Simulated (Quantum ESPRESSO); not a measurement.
**Run report: Ca, molecular dynamics (part 2 of 3)**

Continued. System: Ca (P-1, 2 atoms in the cell). Method: Kohn-Sham DFT of a periodic cell, PBE with rVV10, PseudoDojo 0.4 SR PBE stringent, no spin polarisation (Quantum ESPRESSO 7.5); cutoff 925.19 eV, 4×4×3 k-mesh, fermi-dirac of 0.05 eV. The structure derives from a Materials Project entry.

Geometry of the input (Å; fractional positions):
```
-2.1801  2.0447  -2.4094
-2.1849  2.1322  2.4887
4.2129  4.0251  0.0711
Ca 0.4978  0.4965  1.0000
Ca 0.0022  0.0035  0.5000
```

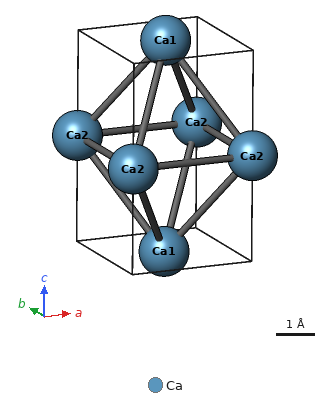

The starting structure (ball-and-stick view of the cell of the calculation, seen slightly off an axis; atoms are numbered from 1 in the order of the input). An atom can appear more than once, as a periodic image.

Output, continued
```
   -37.1657 -37.1580 -18.1900 -18.1782 -18.1738 -18.1269 -18.1024 -18.0959
     3.3213   3.4613   5.5615   5.7555   6.0293   6.1624   7.8666   8.0856

          k = 0.3715-0.0640-0.3904 (  5518 PWs)   bands (ev):

   -37.1640 -37.1597 -18.2231 -18.2098 -18.1376 -18.1181 -18.0952 -18.0831
     3.6487   3.7273   4.8599   4.9287   6.3556   6.6140   7.6044   7.8408

          k =-0.1100 0.1186-0.1982 (  5507 PWs)   bands (ev):

   -37.1701 -37.1561 -18.2173 -18.1589 -18.1400 -18.1167 -18.1027 -18.0891
     1.5853   4.8490   5.3373   5.4822   6.5705   7.0206   7.5645   7.8250

          k = 0.0420 0.2775-0.2009 (  5493 PWs)   bands (ev):

   -37.1661 -37.1601 -18.1986 -18.1806 -18.1424 -18.1144 -18.0993 -18.0903
     2.1607   3.3935   5.5296   6.2686   6.3537   6.7731   7.6403   7.8216

          k =-0.2620-0.0403-0.1955 (  5506 PWs)   bands (ev):

   -37.1677 -37.1585 -18.2249 -18.1614 -18.1278 -18.1198 -18.1089 -18.0824
     2.0410   3.5810   5.6137   6.0911   6.2044   6.8781   7.6462   7.7808

          k =-0.2197 0.2300-0.0043 (  5499 PWs)   bands (ev):

   -37.1686 -37.1537 -18.2173 -18.1664 -18.1579 -18.1342 -18.1035 -18.0937
     1.9700   4.9584   5.2173   6.2607   6.3017   6.6153   7.1536   7.8732

          k =-0.0677 0.3889-0.0070 (  5508 PWs)   bands (ev):

   -37.1646 -37.1577 -18.1939 -18.1703 -18.1551 -18.1335 -18.1147 -18.1068
     2.5387   3.6659   5.8420   6.3562   6.4229   6.6060   7.3624   7.5420

          k =-0.3717 0.0711-0.0016 (  5500 PWs)   bands (ev):

   -37.1655 -37.1568 -18.2051 -18.1588 -18.1491 -18.1348 -18.1143 -18.1122
     2.4068   3.8741   5.8842   6.3450   6.4087   6.5556   7.2772   7.4763

          k = 0.1095-0.1042-0.5859 (  5508 PWs)   bands (ev):

   -37.1639 -37.1542 -18.1988 -18.1882 -18.1731 -18.1377 -18.1211 -18.1120
     3.4964   4.2415   5.3813   5.7413   5.7450   6.5267   7.8503   8.1693

          k = 0.2615 0.0547-0.5886 (  5515 PWs)   bands (ev):

   -37.1618 -37.1563 -18.2163 -18.1972 -18.1509 -18.1469 -18.1187 -18.1012
     3.9414   4.5791   4.7235   5.2709   6.0059   6.7476   7.3285   7.9011

          k =-0.0425-0.2631-0.5832 (  5505 PWs)   bands (ev):

   -37.1616 -37.1565 -18.2018 -18.1918 -18.1678 -18.1456 -18.1238 -18.1007
     3.8288   4.5698   4.8592   5.3536   6.1631   6.6411   7.1729   7.7772

          k =-0.0002 0.0072-0.3920 (  5503 PWs)   bands (ev):

   -37.1651 -37.1569 -18.1933 -18.1609 -18.1476 -18.1340 -18.1276 -18.1196
     2.5113   5.1113   5.2376   5.4185   6.2030   7.2027   7.4543   7.6083

          k = 0.1517 0.1661-0.3947 (  5498 PWs)   bands (ev):

   -37.1631 -37.1590 -18.2095 -18.1869 -18.1558 -18.1345 -18.1026 -18.0937
     3.0226   4.1353   5.3582   5.6736   5.7795   6.6519   7.7386   7.8544

          k =-0.1522-0.1517-0.3893 (  5502 PWs)   bands (ev):

   -37.1639 -37.1581 -18.2164 -18.1798 -18.1515 -18.1385 -18.1026 -18.0942
     2.9347   4.2821   5.3389   5.7468   5.7712   6.5086   7.7986   7.9333

          k = 0.2200-0.2372 0.3964 (  5516 PWs)   bands (ev):

   -37.1638 -37.1565 -18.2033 -18.1938 -18.1693 -18.1274 -18.1068 -18.0981
     3.4716   3.5683   5.5771   5.7152   6.1701   6.2177   7.7059   7.9581

          k = 0.3720-0.0783 0.3937 (  5489 PWs)   bands (ev):

   -37.1628 -37.1576 -18.2373 -18.2103 -18.1426 -18.1283 -18.0953 -18.0845
     3.7072   3.8804   4.8461   5.1233   6.4037   6.6139   7.5564   7.6761

          k = 0.1102-0.1258 0.5902 (  5489 PWs)   bands (ev):

   -37.1630 -37.1535 -18.2063 -18.2002 -18.1754 -18.1348 -18.1210 -18.1088
     3.5896   4.3070   5.3695   5.6877   5.7614   6.5797   7.7826   8.1521

          k = 0.2622 0.0331 0.5875 (  5483 PWs)   bands (ev):

   -37.1604 -37.1560 -18.2177 -18.2018 -18.1621 -18.1426 -18.1174 -18.1054
     4.0566   4.5591   4.7352   5.3968   6.0272   6.6544   7.4153   7.7488

          k =-0.0418-0.2847 0.5929 (  5484 PWs)   bands (ev):

   -37.1616 -37.1549 -18.2279 -18.1971 -18.1554 -18.1477 -18.1219 -18.0968
     3.8764   4.6761   4.9575   5.2602   6.0800   6.6511   7.1586   7.9374

          k = 0.4394-0.4601 0.0087 (  5488 PWs)   bands (ev):

   -37.1620 -37.1506 -18.2176 -18.2116 -18.1788 -18.1588 -18.1255 -18.1014
     4.1249   4.7604   5.0490   5.1536   5.7638   7.1155   8.6644   8.8656

          k = 0.5914-0.3012 0.0060 (  5482 PWs)   bands (ev):

   -37.1594 -37.1532 -18.2068 -18.1977 -18.1717 -18.1682 -18.1327 -18.1177
     4.5949   4.9852   5.0445   5.1092   6.0140   6.5680   7.4781   7.7551

     the Fermi energy is     4.8560 ev

!    total energy              =    -154.71246372 Ry
     estimated scf accuracy    <          9.8E-09 Ry
     smearing contrib. (-TS)   =      -0.00186582 Ry
     internal energy E=F+TS    =    -154.71059790 Ry

     convergence has been achieved in   2 iterations

     Forces acting on atoms (cartesian axes, Ry/au):

     atom    1 type  1   force =     0.00373366    0.00281288   -0.01200992
     atom    2 type  1   force =    -0.00373366   -0.00281288    0.01200992

     Total force =     0.018226     Total SCF correction =     0.000289

     Entering Dynamics:    iteration =    17
                           time      =   0.0329 pico-seconds

     Soft (Berendsen) velocity rescaling

ATOMIC_POSITIONS (bohr)
Ca               3.7831358996       11.5454586468        0.4429415079
Ca               4.0342500909        3.8104475271       -0.1663974089

     kinetic energy (Ekin) =           0.00439174 Ry
     temperature           =         462.26675353 K
     Ekin + Etot (const)   =        -154.70807199 Ry

     Linear momentum :    0.0000000000   -0.0000000000    0.0000000000

     second order wave-functions extrapolation
     second order charge density extrapolation

     Self-consistent Calculation

     iteration #  1     ecut=    68.00 Ry     beta= 0.50
     Davidson diagonalization with overlap
     ethr =  1.00E-06,  avg # of iterations =  6.2

     Threshold (ethr) on eigenvalues was too large:
     Diagonalizing with lowered threshold

     Davidson diagonalization with overlap
     ethr =  3.37E-09,  avg # of iterations =  3.2

     total energy              =    -154.71212525 Ry
     estimated scf accuracy    <       0.00000072 Ry

     iteration #  2     ecut=    68.00 Ry     beta= 0.50
     Davidson diagonalization with overlap
     ethr =  3.60E-09,  avg # of iterations =  2.5

     total energy              =    -154.71212545 Ry
     estimated scf accuracy    <       0.00000062 Ry

     iteration #  3     ecut=    68.00 Ry     beta= 0.50
     Davidson diagonalization with overlap
     ethr =  3.10E-09,  avg # of iterations =  1.5

     End of self-consistent calculation

          k = 0.0000 0.0000 0.0000 (  5507 PWs)   bands (ev):

   -37.1762 -37.1577 -18.2399 -18.1414 -18.1069 -18.1010 -18.0854 -18.0812
     0.8368   4.2650   5.3506   5.7565   6.8777   7.1283   7.6006   7.7790

          k = 0.1520 0.1589-0.0027 (  5493 PWs)   bands (ev):

   -37.1718 -37.1621 -18.2077 -18.1433 -18.1126 -18.1044 -18.0967 -18.0928
     1.3966   2.8889   6.0157   6.1833   6.6480   7.1922   7.3901   7.8946

          k =-0.1097 0.1114 0.1938 (  5510 PWs)   bands (ev):

   -37.1720 -37.1577 -18.2194 -18.1601 -18.1329 -18.1106 -18.1031 -18.0887
     1.5444   4.8231   5.3273   5.3729   6.5040   6.8992   7.6849   7.9179

          k = 0.0423 0.2703 0.1912 (  5505 PWs)   bands (ev):

   -37.1689 -37.1609 -18.2182 -18.1702 -18.1333 -18.1081 -18.0963 -18.0892
     2.0723   3.4406   5.4521   6.1154   6.3103   6.6566   7.8155   7.9883

          k =-0.2617-0.0475 0.1965 (  5504 PWs)   bands (ev):

   -37.1684 -37.1613 -18.2077 -18.1778 -18.1259 -18.1143 -18.1075 -18.0824
     2.0514   3.4698   5.4831   6.0837   6.2089   6.9310   7.6331   7.8877

          k = 0.2195-0.2229-0.3877 (  5516 PWs)   bands (ev):

   -37.1668 -37.1587 -18.1931 -18.1791 -18.1748 -18.1264 -18.1034 -18.0965
     3.3166   3.4661   5.5546   5.7627   6.0219   6.1679   7.8600   8.0871

          k = 0.3715-0.0640-0.3904 (  5518 PWs)   bands (ev):

   -37.1650 -37.1605 -18.2251 -18.2107 -18.1389 -18.1189 -18.0957 -18.0837
     3.6464   3.7295   4.8583   4.9300   6.3538   6.6118   7.6041   7.8440

          k =-0.1100 0.1186-0.1982 (  5507 PWs)   bands (ev):

   -37.1711 -37.1569 -18.2195 -18.1598 -18.1409 -18.1174 -18.1033 -18.0898
     1.5855   4.8491   5.3367   5.4829   6.5697   7.0150   7.5665   7.8216

          k = 0.0420 0.2775-0.2009 (  5493 PWs)   bands (ev):

   -37.1671 -37.1610 -18.2008 -18.1817 -18.1432 -18.1153 -18.0996 -18.0910
     2.1610   3.3939   5.5289   6.2660   6.3501   6.7694   7.6389   7.8268

          k =-0.2620-0.0403-0.1955 (  5506 PWs)   bands (ev):

   -37.1687 -37.1594 -18.2268 -18.1627 -18.1288 -18.1207 -18.1093 -18.0830
     2.0412   3.5815   5.6125   6.0894   6.2022   6.8729   7.6466   7.7853

          k =-0.2197 0.2300-0.0043 (  5499 PWs)   bands (ev):

   -37.1696 -37.1546 -18.2195 -18.1672 -18.1588 -18.1349 -18.1044 -18.0943
     1.9702   4.9587   5.2163   6.2607   6.3027   6.6145   7.1509   7.8733

          k =-0.0677 0.3889-0.0070 (  5508 PWs)   bands (ev):

   -37.1656 -37.1585 -18.1964 -18.1713 -18.1561 -18.1343 -18.1151 -18.1071
     2.5389   3.6661   5.8394   6.3546   6.4234   6.6053   7.3525   7.5414

          k =-0.3717 0.0711-0.0016 (  5500 PWs)   bands (ev):

   -37.1665 -37.1576 -18.2072 -18.1603 -18.1500 -18.1358 -18.1146 -18.1124
     2.4070   3.8743   5.8807   6.3433   6.4109   6.5555   7.2777   7.4671

          k = 0.1095-0.1042-0.5859 (  5508 PWs)   bands (ev):

   -37.1650 -37.1550 -18.2011 -18.1891 -18.1742 -18.1385 -18.1218 -18.1122
     3.4962   4.2418   5.3793   5.7437   5.7451   6.5243   7.8453   8.1612

          k = 0.2615 0.0547-0.5886 (  5515 PWs)   bands (ev):

   -37.1628 -37.1572 -18.2182 -18.1982 -18.1521 -18.1479 -18.1191 -18.1017
     3.9414   4.5783   4.7233   5.2711   6.0049   6.7463   7.3248   7.9038

          k =-0.0425-0.2631-0.5832 (  5505 PWs)   bands (ev):

   -37.1627 -37.1573 -18.2036 -18.1932 -18.1690 -18.1464 -18.1238 -18.1013
     3.8289   4.5691   4.8585   5.3546   6.1628   6.6376   7.1707   7.7784

          k =-0.0002 0.0072-0.3920 (  5503 PWs)   bands (ev):

   -37.1662 -37.1576 -18.1960 -18.1620 -18.1488 -18.1345 -18.1282 -18.1196
     2.5114   5.1114   5.2375   5.4190   6.2016   7.2009   7.4515   7.5967

          k = 0.1517 0.1661-0.3947 (  5498 PWs)   bands (ev):

   -37.1641 -37.1598 -18.2116 -18.1880 -18.1566 -18.1352 -18.1034 -18.0942
     3.0227   4.1356   5.3576   5.6723   5.7779   6.6511   7.7324   7.8551

          k =-0.1522-0.1517-0.3893 (  5502 PWs)   bands (ev):

   -37.1649 -37.1590 -18.2185 -18.1809 -18.1524 -18.1392 -18.1034 -18.0947
     2.9348   4.2827   5.3380   5.7453   5.7706   6.5069   7.7919   7.9330

          k = 0.2200-0.2372 0.3964 (  5516 PWs)   bands (ev):

   -37.1649 -37.1573 -18.2051 -18.1947 -18.1712 -18.1274 -18.1077 -18.0987
     3.4696   3.5705   5.5726   5.7170   6.1707   6.2142   7.6994   7.9624

          k = 0.3720-0.0783 0.3937 (  5489 PWs)   bands (ev):

   -37.1638 -37.1584 -18.2390 -18.2113 -18.1440 -18.1289 -18.0959 -18.0852
     3.7071   3.8806   4.8457   5.1237   6.4014   6.6109   7.5552   7.6807

          k = 0.1102-0.1258 0.5902 (  5489 PWs)   bands (ev):

   -37.1641 -37.1542 -18.2080 -18.2011 -18.1769 -18.1355 -18.1217 -18.1092
     3.5896   4.3072   5.3674   5.6877   5.7626   6.5784   7.7774   8.1468

          k = 0.2622 0.0331 0.5875 (  5483 PWs)   bands (ev):

   -37.1615 -37.1568 -18.2194 -18.2029 -18.1638 -18.1434 -18.1176 -18.1060
     4.0565   4.5586   4.7350   5.3974   6.0273   6.6526   7.4103   7.7466

          k =-0.0418-0.2847 0.5929 (  5484 PWs)   bands (ev):

   -37.1626 -37.1557 -18.2297 -18.1981 -18.1568 -18.1486 -18.1223 -18.0974
     3.8765   4.6753   4.9566   5.2604   6.0798   6.6504   7.1560   7.9368

          k = 0.4394-0.4601 0.0087 (  5488 PWs)   bands (ev):

   -37.1630 -37.1514 -18.2184 -18.2133 -18.1802 -18.1595 -18.1264 -18.1019
     4.1249   4.7617   5.0481   5.1531   5.7662   7.1061   8.6661   8.8709

          k = 0.5914-0.3012 0.0060 (  5482 PWs)   bands (ev):

   -37.1604 -37.1541 -18.2083 -18.1992 -18.1731 -18.1694 -18.1329 -18.1180
     4.5951   4.9845   5.0431   5.1094   6.0158   6.5574   7.4787   7.7684

     the Fermi energy is     4.8558 ev

!    total energy              =    -154.71212554 Ry
     estimated scf accuracy    <          2.1E-09 Ry
     smearing contrib. (-TS)   =      -0.00186627 Ry
     internal energy E=F+TS    =    -154.71025927 Ry

     convergence has been achieved in   3 iterations

     Forces acting on atoms (cartesian axes, Ry/au):

     atom    1 type  1   force =     0.00393345    0.00290910   -0.01268856
     atom    2 type  1   force =    -0.00393345   -0.00290910    0.01268856

     Total force =     0.019232     Total SCF correction =     0.000249

     Entering Dynamics:    iteration =    18
                           time      =   0.0348 pico-seconds

     Soft (Berendsen) velocity rescaling

ATOMIC_POSITIONS (bohr)
Ca               3.7790288743       11.5474732514        0.4555856660
Ca               4.0383571162        3.8084329225       -0.1790415670

     kinetic energy (Ekin) =           0.00430054 Ry
     temperature           =         452.66772024 K
     Ekin + Etot (const)   =        -154.70782500 Ry

     Linear momentum :    0.0000000000    0.0000000000   -0.0000000000

     second order wave-functions extrapolation
     second order charge density extrapolation

     Self-consistent Calculation

     iteration #  1     ecut=    68.00 Ry     beta= 0.50
     Davidson diagonalization with overlap
     c_bands:  1 eigenvalues not converged
     ethr =  1.00E-06,  avg # of iterations =  7.0

     Threshold (ethr) on eigenvalues was too large:
     Diagonalizing with lowered threshold

     Davidson diagonalization with overlap
     ethr =  1.90E-09,  avg # of iterations =  3.8

     total energy              =    -154.71177469 Ry
     estimated scf accuracy    <       0.00000039 Ry

     iteration #  2     ecut=    68.00 Ry     beta= 0.50
     Davidson diagonalization with overlap
     ethr =  1.97E-09,  avg # of iterations =  3.0

     total energy              =    -154.71177479 Ry
     estimated scf accuracy    <       0.00000038 Ry

     iteration #  3     ecut=    68.00 Ry     beta= 0.50
     Davidson diagonalization with overlap
     ethr =  1.91E-09,  avg # of iterations =  1.7

     End of self-consistent calculation

          k = 0.0000 0.0000 0.0000 (  5507 PWs)   bands (ev):

   -37.1773 -37.1585 -18.2421 -18.1422 -18.1076 -18.1019 -18.0861 -18.0821
     0.8370   4.2656   5.3506   5.7585   6.8777   7.1232   7.5949   7.7802

          k = 0.1520 0.1589-0.0027 (  5493 PWs)   bands (ev):

   -37.1728 -37.1630 -18.2099 -18.1450 -18.1128 -18.1052 -18.0974 -18.0934
     1.3968   2.8894   6.0146   6.1792   6.6427   7.1818   7.3946   7.8970

          k =-0.1097 0.1114 0.1938 (  5510 PWs)   bands (ev):

   -37.1731 -37.1585 -18.2219 -18.1610 -18.1339 -18.1114 -18.1035 -18.0895
     1.5445   4.8234   5.3266   5.3731   6.5051   6.8968   7.6847   7.9102

          k = 0.0423 0.2703 0.1912 (  5505 PWs)   bands (ev):

   -37.1699 -37.1618 -18.2204 -18.1714 -18.1341 -18.1092 -18.0968 -18.0899
     2.0725   3.4409   5.4507   6.1129   6.3084   6.6538   7.8126   7.9933

          k =-0.2617-0.0475 0.1965 (  5504 PWs)   bands (ev):

   -37.1695 -37.1622 -18.2097 -18.1794 -18.1267 -18.1151 -18.1079 -18.0832
     2.0516   3.4701   5.4823   6.0815   6.2072   6.9276   7.6337   7.8884

          k = 0.2195-0.2229-0.3877 (  5516 PWs)   bands (ev):

   -37.1680 -37.1594 -18.1963 -18.1801 -18.1758 -18.1259 -18.1044 -18.0971
     3.3118   3.4708   5.5477   5.7700   6.0145   6.1734   7.8548   8.0867

          k = 0.3715-0.0640-0.3904 (  5518 PWs)   bands (ev):

   -37.1661 -37.1614 -18.2271 -18.2116 -18.1402 -18.1197 -18.0963 -18.0844
     3.6442   3.7318   4.8566   4.9312   6.3518   6.6096   7.6038   7.8463

          k =-0.1100 0.1186-0.1982 (  5507 PWs)   bands (ev):

   -37.1722 -37.1578 -18.2219 -18.1607 -18.1419 -18.1180 -18.1040 -18.0906
     1.5857   4.8492   5.3361   5.4837   6.5687   7.0092   7.5686   7.8184

          k = 0.0420 0.2775-0.2009 (  5493 PWs)   bands (ev):

   -37.1682 -37.1618 -18.2032 -18.1829 -18.1440 -18.1162 -18.1000 -18.0917
     2.1612   3.3944   5.5280   6.2634   6.3463   6.7654   7.6370   7.8306

          k =-0.2620-0.0403-0.1955 (  5506 PWs)   bands (ev):

   -37.1697 -37.1603 -18.2289 -18.1640 -18.1298 -18.1215 -18.1097 -18.0837
     2.0415   3.5820   5.6113   6.0877   6.1999   6.8676   7.6477   7.7885

          k =-0.2197 0.2300-0.0043 (  5499 PWs)   bands (ev):

   -37.1707 -37.1554 -18.2217 -18.1681 -18.1597 -18.1356 -18.1053 -18.0949
     1.9703   4.9591   5.2153   6.2608   6.3037   6.6137   7.1482   7.8736

          k =-0.0677 0.3889-0.0070 (  5508 PWs)   bands (ev):

   -37.1667 -37.1594 -18.1989 -18.1724 -18.1571 -18.1351 -18.1156 -18.1075
     2.5391   3.6664   5.8367   6.3530   6.4239   6.6047   7.3436   7.5416

          k =-0.3717 0.0711-0.0016 (  5500 PWs)   bands (ev):

   -37.1676 -37.1585 -18.2095 -18.1618 -18.1508 -18.1368 -18.1149 -18.1127
     2.4072   3.8744   5.8772   6.3416   6.4130   6.5555   7.2786   7.4559

          k = 0.1095-0.1042-0.5859 (  5508 PWs)   bands (ev):

   -37.1661 -37.1558 -18.2036 -18.1900 -18.1753 -18.1393 -18.1225 -18.1125
     3.4960   4.2420   5.3772   5.7450   5.7462   6.5218   7.8400   8.1521

          k = 0.2615 0.0547-0.5886 (  5515 PWs)   bands (ev):

   -37.1639 -37.1581 -18.2202 -18.1991 -18.1535 -18.1490 -18.1195 -18.1023
     3.9414   4.5774   4.7230   5.2713   6.0039   6.7449   7.3209   7.9069

          k =-0.0425-0.2631-0.5832 (  5505 PWs)   bands (ev):

   -37.1637 -37.1582 -18.2057 -18.1946 -18.1703 -18.1473 -18.1239 -18.1020
     3.8289   4.5683   4.8578   5.3556   6.1624   6.6341   7.1684   7.7798

          k =-0.0002 0.0072-0.3920 (  5503 PWs)   bands (ev):

   -37.1674 -37.1584 -18.1988 -18.1630 -18.1499 -18.1351 -18.1290 -18.1196
     2.5115   5.1114   5.2374   5.4195   6.2002   7.1987   7.4484   7.5841

          k = 0.1517 0.1661-0.3947 (  5498 PWs)   bands (ev):

   -37.1652 -37.1606 -18.2137 -18.1891 -18.1575 -18.1360 -18.1043 -18.0947
     3.0228   4.1358   5.3570   5.6709   5.7762   6.6501   7.7255   7.8524

          k =-0.1522-0.1517-0.3893 (  5502 PWs)   bands (ev):
```
